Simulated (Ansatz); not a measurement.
# Ge: 5 runs along one coordinate

System: Ge (2 atoms in the cell).
Method: DFT r2SCAN, scalar-relativistic, plane waves, PAW, no spin polarisation (Ansatz 0.2.0).

The 5 runs differ only in the geometry, by a strain of the cell at fixed fractional positions. Against run 3, the strain is εxx = −0.01 η, εxz = η and εzz = −0.01 η. The structure derives from a Materials Project entry.

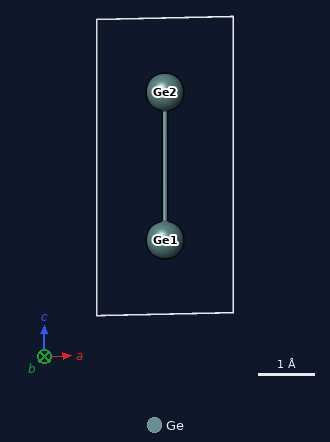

Figure 1. The structure of run 3 (ball-and-stick view of the cell of the calculation, along the b axis; atoms are numbered from 1 in the order of the input). An atom can appear more than once, as a periodic image.

### Input of run 3
```yaml
crystal:
  lattice:
    - [1.397592124, -2.5262146454, 0.0174699016]
    - [1.397592124, 2.5262146454, 0.0174699016]
    - [0.0662403547, 0.0, 5.2992283745]
  atoms:
    - { symbol: Ge, position: [0.5002627511, 0.4997372489, 0.25] }
    - { symbol: Ge, position: [0.4997372489, 0.5002627511, 0.75] }
basis:
  ecutwfc: 500
kpoints:
  mp_grid: { grid: [24, 24, 12] }
hamiltonian:
  xc: r2scan
scf:
  occupations: { method: gaussian, width: 0.15 }
output:
  forces: true
  stress: true
  eigenvalues: true
```

Command:
```bash
ansatz run input.yaml --threads 1 --pin off --max-ram 2560MiB --backend cpu --events-out ev --progress --plain --runs-dir out
```

Run 4 differs from it as follows:
```diff
-    - [1.397592124, -2.5262146454, 0.0174699016]
-    - [1.397592124, 2.5262146454, 0.0174699016]
-    - [0.0662403547, 0.0, 5.2992283745]
+    - [1.397592124, -2.5262146454, 0.0524097046]
+    - [1.397592124, 2.5262146454, 0.0524097046]
+    - [0.198721064, 0.0, 5.2992283745]
```

### Results, with one run withheld

| run | strain parameter η (%) | free energy per atom, from the lowest run given (meV) | pressure (GPa) |
| --- | --- | --- | --- |
| 1 | −6.2510 | 31.70 | 0.49 |
| 2 | −3.7506 | 6.62 | 0.09 |
| 3 | 0.0000 | 0.00 | −0.04 |
| 4 | 2.5004 | ? | ? |
| 5 | 3.1255 | 24.09 | 0.37 |

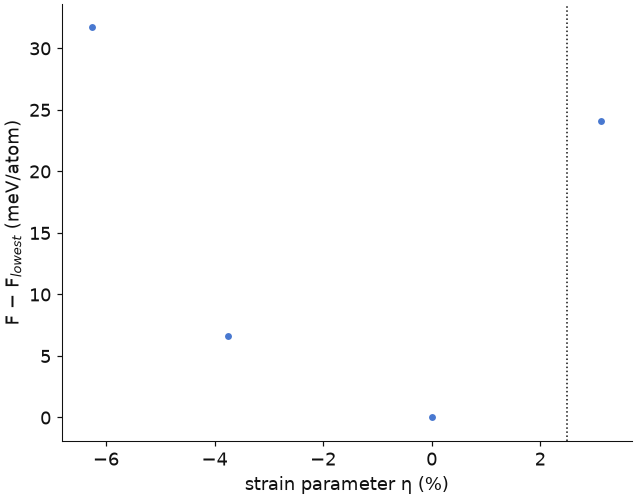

Figure 2. Free energy per atom of the runs given; the dotted line marks run 4.

Fit the runs given and predict run 4.

A quadratic polynomial in the coordinate, fitted to the 4 runs given, misses them by at most 0.18 meV per atom. With x = η + 1.7190, it reads F = −1.6909 − 1.2496 x + 1.3539 x² (meV per atom). At run 4 it gives 17.14 meV per atom, and the run itself gives 17.30. The fit has its minimum at η = −1.2575 %.

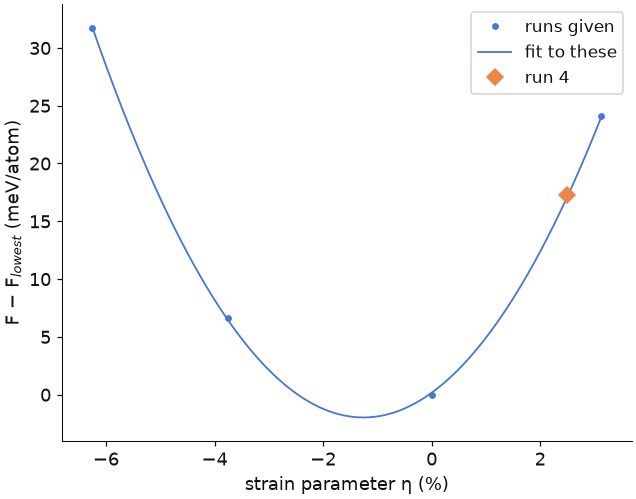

Figure 3. The fit and the withheld run.

### Output, shortened to warnings, some set-up lines, iterations and results (run 4)
```
Basis set: ecut = 500 eV, 951 PW (Γ), exchange–correlation on 96×96×160 points (64 copies of the dense FFT grid, shifted against one another)
Symmetry: 4 space group operations
k-points: 1814 of 6912
Initial density: superposition of atomic densities (neutral atoms: chi_scale 0, normalization atom), corrected by the library's trained network
[...]
SCF iter   1: F=—  HF=-8604.974873 eV  |F-HF|=—  |Δ(HF+E_count)|=         —  Δρ=6.64e-3  dr2=5.57e-3  dr2_τ=1.46e-3  ethr=1.77e-3  ⟨swp⟩=5.1  Hψ=133839  notcnv=0
SCF iter   2: F=—  HF=-8604.999838 eV  |F-HF|=—  |Δ(HF+E_count)|=   2.50e-2  Δρ=2.37e-3  dr2=1.07e-3  dr2_τ=2.25e-5  ethr=1.99e-5  ⟨swp⟩=2.0  Hψ=79060  notcnv=0  defer=440
SCF iter   3: F=—  HF=-8605.000273 eV  |F-HF|=—  |Δ(HF+E_count)|=   4.36e-4  Δρ=1.56e-3  dr2=5.40e-4  dr2_τ=5.92e-6  ethr=3.82e-6  ⟨swp⟩=1.0  Hψ=32185  notcnv=0  defer=440
SCF iter   4: F=—  HF=-8605.000490 eV  |F-HF|=—  |Δ(HF+E_count)|=   2.17e-4  Δρ=3.33e-4  dr2=4.10e-5  dr2_τ=3.85e-7  ethr=1.93e-6  ⟨swp⟩=2.0  Hψ=37073  notcnv=0  defer=440
SCF iter   5: F=—  HF=-8605.000507 eV  |F-HF|=—  |Δ(HF+E_count)|=   1.70e-5  Δρ=6.56e-5  dr2=1.84e-6  dr2_τ=8.61e-9  ethr=1.46e-7  ⟨swp⟩=2.0  Hψ=38213  notcnv=0  defer=440
SCF iter   6: F=-8605.000508 eV  HF=-8605.000508 eV  |F-HF|=2.27e-9  |Δ(HF+E_count)|=   6.12e-7  Δρ=7.88e-6  dr2=2.75e-8  dr2_τ=1.58e-10  ethr=3.57e-10  ⟨swp⟩=4.0  Hψ=133501  …
SCF 1 converged in 6 iterations: F = -8605.000508 eV  dr2 = 2.75e-8
SCF converged after 6 iterations
Free energy (F): -8605.000508 eV
Harris-Foulkes:  -8605.000508 eV  (|F-HF|=2.27e-9)
Internal energy: -8604.991818 eV  (E = F + TS)
E sigma→0 (E₀):  -8604.996163 eV
Entropy (-TS):   -0.008690 eV (-4.345 meV/atom)
Fermi energy:    11.014886 eV
--- Per-component energies (eV) ---
  E_band       = -243.602093
  E_kinetic    = 220.842762
  E_local      = -4299.310566  (includes V_loc(G=0)·N_el)
  E_nonlocal   = 835.285417
  E_hartree    = 1884.877383
  E_xc         = -138.212810
  E_vxc        = -136.152245  (∫ρ·V_xc dr)
  E_paw        = -4063.247058  (= ΣΔE_a)
  E_vpaw       = -641.849543  (= ΣTr[D̂ρ^β])
  E_aug_tail   = 0.000038  (compensation charges beyond the density's cutoff)
  E_vtau       = 7.833617  (kinetic-family band-sum trace: ∫τ·v_τ [+ j·A + Jᵃ·Aᵃ] dr)
  E_ewald      = -3043.055451
  E_core_change = -2.171532  (= ΣΔE_core)
  E_smearing   = -0.008690  (= −TS)
  E_closure    = 0.000000  (closes the sum)
  Σ components = -8605.000508   (vs F -8605.000508, Δ=0.00e0)
--- Forces (eV/Å), atoms counted from 1 ---
  atom   1  Ge    -0.00000000     0.00126358     0.00000000
  atom   2  Ge     0.00000000    -0.00126358     0.00000000
  max |Σ_I F_I| component: 0.00e0 eV/Å
--- Stress (GPa, compression-positive) ---
        1.156575      -0.000000      -4.309680
       -0.000000      -0.977764       0.000000
       -4.309680       0.000000       0.598228
  P = ⅓ Tr σ = 0.2590 GPa (2.590 kbar)
```
